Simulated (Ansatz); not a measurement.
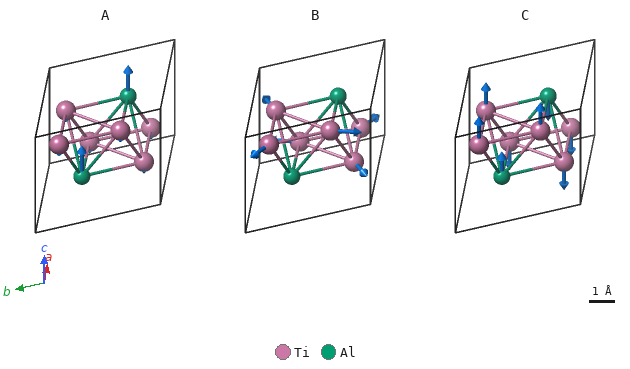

Modes of solid Ti3Al, space group P6₃/mmc (No. 194), at the zone centre. The blue arrows give the relative displacements of the atoms. Style: ball-and-stick. Shown: the cell of the calculation, from a free direction.

All numbers below come from Ansatz, DFT PBEsol, scalar-relativistic, plane waves, PAW.

**Give the symmetry species and the selection rules of each.**

A is A₂u, infrared-active by symmetry (302 cm⁻¹). B is A₁g, Raman-active by symmetry (263 cm⁻¹). C is B₁g, silent by symmetry (neither infrared- nor Raman-active) (178 cm⁻¹). The crystal has a centre of inversion, so no mode is both. In a metal the free carriers screen the infrared response.
